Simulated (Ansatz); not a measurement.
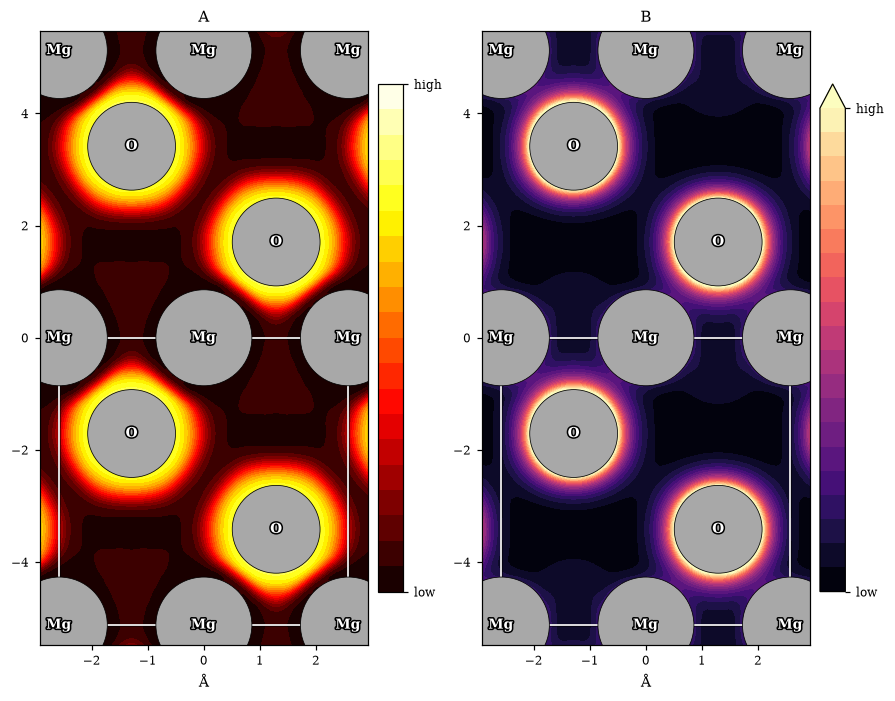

MgO: 2 fields on the (110) plane of the conventional cell, with unlabelled colour scales. Grey discs cover the atomic cores.

Space group P6₃/mmc; a structure generated by program, which may or may not match a known phase.

Computed with DFT PBE, scalar-relativistic, plane waves, PAW in Ansatz.

```xyz
4
Lattice="2.9580 0.0000 0.0000 -1.4790 2.5617 0.0000 0.0000 0.0000 5.1562" Properties=species:S:1:pos:R:3 pbc="T T T"
Mg    0.0000    0.0000    0.0000
Mg    0.0000    0.0000    2.5781
O     0.0000    1.7078    3.8671
O     1.4790    0.8539    1.2890
```

Question: Match the panels to the quantities (electron localisation function and valence pseudo-density).

Answer: Panel A: electron localisation function. Panel B: valence pseudo-density. From the grid: Mg–O (2.14 Å): the density is about 0.32 e/Å³ at the midpoint; the ELF peaks at about 0.85 in the valence shell of O, 0.6 Å from its nucleus, and is about 0.35 at the midpoint; a largely ionic contact.
